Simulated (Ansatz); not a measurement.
## From WSe₂ to MoSe₂

System: WSe₂ (P6₃/mmc, 6 atoms in the cell).
Method of the first run: DFT PBE, scalar-relativistic, plane waves, PAW, no spin polarisation (Ansatz 0.2.0).
System of the second run: MoSe₂ (P6₃/mmc, 6 atoms in the cell).

On the first run: The structure derives from a Materials Project entry. On the second run: The structure was made by swapping elements on the sites of another compound; it need not be a known phase. It belongs to a series of runs on one base structure; here: band edges sought over the zone. Text and figures count atoms from 1; the logs count them from 0 in places.

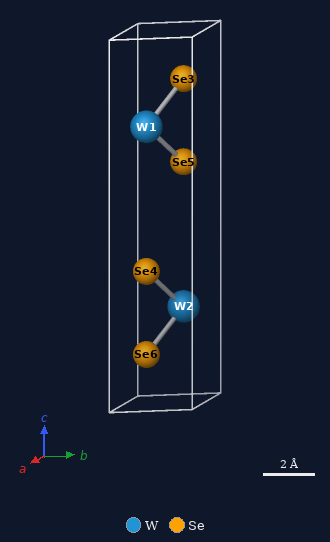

Figure 1. The input geometry (ball-and-stick view of the cell of the calculation, seen slightly off an axis; atoms are numbered from 1 in the order of the input).

Input file, the first run:
```yaml
crystal:
  lattice:
    - [3.3209866793, 0.0, 0.0]
    - [-1.6604933396, 2.8760588299, 0.0]
    - [0.0, 0.0, 15.0438209013]
  atoms:
    - { symbol: W, position: [0.6666666667, 0.3333333333, 0.75] }
    - { symbol: W, position: [0.3333333333, 0.6666666667, 0.25] }
    - { symbol: Se, position: [0.3333333333, 0.6666666667, 0.861543119] }
    - { symbol: Se, position: [0.6666666667, 0.3333333333, 0.361543119] }
    - { symbol: Se, position: [0.3333333333, 0.6666666667, 0.638456881] }
    - { symbol: Se, position: [0.6666666667, 0.3333333333, 0.138456881] }
basis:
  ecutwfc: 420
kpoints:
  mp_grid: { grid: [12, 12, 2] }
  band_path: { path: [VBM, CBM], npoints: 2 }
hamiltonian:
  xc: pbe
scf:
  occupations: { method: gaussian, width: 0.02 }
output:
  forces: true
  stress: true
  eigenvalues: true
checkpoint:
  read: start.run
  write: ck
  compress: false
  write_wavefunctions: false
  write_every: 100000
```

Launched with:
```bash
ansatz run input.yaml --threads 1 --pin off --max-ram 2560MiB --backend cpu --events-out ev --progress --plain --runs-dir out
```

Hardware: 1 thread of Intel Xeon (Granite Rapids), 32 GiB of memory available, shared host.

Output, shortened to warnings, some set-up lines, iterations and results (the first run):
```
Basis set: ecut = 420 eV, 2823 PW (Γ), exchange–correlation on 48×48×216 points (8 copies of the dense FFT grid, shifted against one another)
Symmetry: 24 space group operations
k-points: 38 of 288
Initial density: read from a saved state, or passed on in memory by an earlier SCF of this step, an earlier step, the calling program or the single point that the run made first
[...]
SCF iter   1: F=—  HF=-42649.329865 eV  |F-HF|=—  |Δ(HF+E_count)|=         —  Δρ=5.04e-7  dr2=4.89e-10  ethr=5.62e-8  ⟨swp⟩=4.0  Hψ=13981  notcnv=0
SCF iter   2: F=-42649.329865 eV  HF=-42649.329865 eV  |F-HF|=1.31e-10  |Δ(HF+E_count)|=   8.54e-9  Δρ=1.82e-7  dr2=1.13e-10  ethr=1.00e-12  ⟨swp⟩=7.6  Hψ=9017  notcnv=0
SCF 1 converged in 2 iterations: F = -42649.329865 eV  dr2 = 1.13e-10
NSCF: frozen V_eff on 28 k-points
NSCF: frozen V_eff on 28 k-points
NSCF: frozen V_eff on 28 k-points
NSCF: frozen V_eff on 28 k-points
NSCF: frozen V_eff on 8 k-points
NSCF: frozen V_eff on 21 k-points
NSCF: frozen V_eff on 16 k-points
NSCF: frozen V_eff on 13 k-points
NSCF: frozen V_eff on 17 k-points
NSCF: frozen V_eff on 3 k-points
NSCF: frozen V_eff on 7 k-points
NSCF: frozen V_eff on 5 k-points
NSCF: frozen V_eff on 13 k-points
NSCF: frozen V_eff on 3 k-points
SCF converged after 2 iterations
Free energy (F): -42649.329865 eV
Harris-Foulkes:  -42649.329865 eV  (|F-HF|=1.31e-10)
Internal energy: -42649.329865 eV  (E = F + TS)
E sigma→0 (E₀):  -42649.329865 eV
Fermi energy:    10.678042 eV
--- Per-component energies (eV) ---
  E_band       = -1930.956752
  E_kinetic    = 1375.194663
  E_local      = -14852.073952  (includes V_loc(G=0)·N_el)
  E_nonlocal   = -2379.723349
  E_hartree    = 7086.470863
  E_xc         = -951.261913
  E_vxc        = -871.101855  (∫ρ·V_xc dr)
  E_paw        = -24771.203923  (= ΣΔE_a)
  E_vpaw       = 623.809600  (= ΣTr[D̂ρ^β])
  E_aug_tail   = -0.002488  (compensation charges beyond the density's cutoff)
  E_ewald      = -8156.729767
  E_smearing   = -0.000000  (= −TS)
  E_closure    = -0.000000  (closes the sum)
  Σ components = -42649.329865   (vs F -42649.329865, Δ=0.00e0)
--- Forces (eV/Å), atoms counted from 1 ---
  atom   1  W     -0.00000000     0.00000000     0.00000000
  atom   2  W      0.00000000     0.00000000     0.00000000
  atom   3  Se     0.00000000    -0.00000000     0.00122295
  atom   4  Se     0.00000000     0.00000000     0.00122295
  atom   5  Se    -0.00000000    -0.00000000    -0.00122295
  atom   6  Se    -0.00000000     0.00000000    -0.00122295
  max |Σ_I F_I| component: 2.31e-18 eV/Å
--- Stress (GPa, compression-positive) ---
        0.000323      -0.000000       0.000000
       -0.000000       0.000323       0.000000
        0.000000       0.000000       0.037594
  P = ⅓ Tr σ = 0.0127 GPa (0.127 kbar)
```

The input of the second run differs as follows (lines with − go, lines with + come):
```diff
-    - [3.3209866793, 0.0, 0.0]
-    - [-1.6604933396, 2.8760588299, 0.0]
-    - [0.0, 0.0, 15.0438209013]
+    - [3.3206820128, 0.0, 0.0]
+    - [-1.6603410064, 2.875794981, 0.0]
+    - [0.0, 0.0, 15.1468372804]
-    - { symbol: W, position: [0.6666666667, 0.3333333333, 0.75] }
-    - { symbol: W, position: [0.3333333333, 0.6666666667, 0.25] }
-    - { symbol: Se, position: [0.3333333333, 0.6666666667, 0.861543119] }
-    - { symbol: Se, position: [0.6666666667, 0.3333333333, 0.361543119] }
-    - { symbol: Se, position: [0.3333333333, 0.6666666667, 0.638456881] }
-    - { symbol: Se, position: [0.6666666667, 0.3333333333, 0.138456881] }
+    - { symbol: Mo, position: [0.6666666667, 0.3333333333, 0.75] }
+    - { symbol: Mo, position: [0.3333333333, 0.6666666667, 0.25] }
+    - { symbol: Se, position: [0.3333333333, 0.6666666667, 0.8601693184] }
+    - { symbol: Se, position: [0.6666666667, 0.3333333333, 0.3601693184] }
+    - { symbol: Se, position: [0.3333333333, 0.6666666667, 0.6398306816] }
+    - { symbol: Se, position: [0.6666666667, 0.3333333333, 0.1398306816] }
```

Predict how the results change.

The total energies belong to different systems, so their difference says nothing on which is more stable or more accurate. The volume per atom goes from 23.95 to 24.11 Å³. The plane waves at Γ go from 2823 to 2871.

Output, shortened to warnings, some set-up lines, iterations and results (the second run):
```
Basis set: ecut = 420 eV, 2871 PW (Γ), exchange–correlation on 48×48×216 points (8 copies of the dense FFT grid, shifted against one another)
Symmetry: 24 space group operations
k-points: 38 of 288
Initial density: read from a saved state, or passed on in memory by an earlier SCF of this step, an earlier step, the calling program or the single point that the run made first
[...]
SCF iter   1: F=—  HF=-31792.465507 eV  |F-HF|=—  |Δ(HF+E_count)|=         —  Δρ=3.92e-7  dr2=6.93e-10  ethr=4.34e-8  ⟨swp⟩=4.1  Hψ=14608  notcnv=0
SCF iter   2: F=-31792.465506 eV  HF=-31792.465506 eV  |F-HF|=5.82e-11  |Δ(HF+E_count)|=   5.65e-7  Δρ=2.46e-7  dr2=9.01e-11  ethr=1.00e-12  ⟨swp⟩=7.5  Hψ=8359  notcnv=0
SCF 1 converged in 2 iterations: F = -31792.465506 eV  dr2 = 9.01e-11
NSCF: frozen V_eff on 28 k-points
NSCF: frozen V_eff on 28 k-points
NSCF: frozen V_eff on 28 k-points
NSCF: frozen V_eff on 28 k-points
NSCF: frozen V_eff on 8 k-points
NSCF: frozen V_eff on 15 k-points
NSCF: frozen V_eff on 10 k-points
NSCF: frozen V_eff on 8 k-points
NSCF: frozen V_eff on 16 k-points
NSCF: frozen V_eff on 7 k-points
NSCF: frozen V_eff on 11 k-points
NSCF: frozen V_eff on 5 k-points
NSCF: frozen V_eff on 2 k-points
NSCF: frozen V_eff on 3 k-points
SCF converged after 2 iterations
Free energy (F): -31792.465506 eV
Harris-Foulkes:  -31792.465506 eV  (|F-HF|=5.82e-11)
Internal energy: -31792.465506 eV  (E = F + TS)
E sigma→0 (E₀):  -31792.465506 eV
Fermi energy:    9.950541 eV
--- Per-component energies (eV) ---
  E_band       = -1885.113726
  E_kinetic    = 1356.080654
  E_local      = -15546.823098  (includes V_loc(G=0)·N_el)
  E_nonlocal   = -2095.873790
  E_hartree    = 7333.093588
  E_xc         = -784.380060
  E_vxc        = -851.511336  (∫ρ·V_xc dr)
  E_paw        = -14048.361421  (= ΣΔE_a)
  E_vpaw       = 586.828668  (= ΣTr[D̂ρ^β])
  E_aug_tail   = -0.002242  (compensation charges beyond the density's cutoff)
  E_ewald      = -8006.199138
  E_smearing   = -0.000000  (= −TS)
  E_closure    = 0.000000  (closes the sum)
  Σ components = -31792.465506   (vs F -31792.465506, Δ=0.00e0)
--- Forces (eV/Å), atoms counted from 1 ---
  atom   1  Mo     0.00000000     0.00000000    -0.00000000
  atom   2  Mo    -0.00000000    -0.00000000     0.00000000
  atom   3  Se    -0.00000000    -0.00000000     0.00149520
  atom   4  Se     0.00000000     0.00000000     0.00149520
  atom   5  Se    -0.00000000    -0.00000000    -0.00149520
  atom   6  Se     0.00000000     0.00000000    -0.00149520
  max |Σ_I F_I| component: 2.31e-18 eV/Å
--- Stress (GPa, compression-positive) ---
       -0.002819       0.000000      -0.000000
        0.000000      -0.002819      -0.000000
       -0.000000      -0.000000       0.010457
  P = ⅓ Tr σ = 0.0016 GPa (0.016 kbar)
```

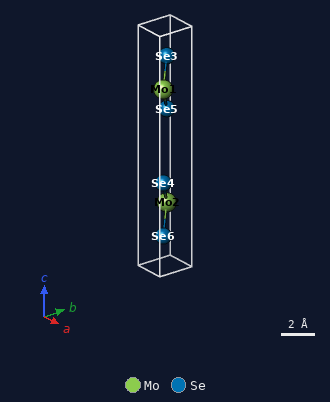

Figure 2. The input structure of the second run (ball-and-stick view of the cell of the calculation, seen slightly off an axis; atoms are numbered from 1 in the order of the input).

The two runs side by side:

```tsv
quantity	the first run	the second run
outcome	converged	converged
free energy per atom (eV)	−7108.2216	−5298.7443
gap on the mesh (eV)	1.46	1.43
pressure (GPa)	0.01	0.00
volume per atom (Å³)	23.95	24.11
largest force (eV/Å)	0.001	0.001
irreducible k-points	38	38
plane waves at Γ	2823	2871
wall time (shared host)	21 s	20 s
```

For the first run: Spin–orbit coupling is left out, which matters for W.
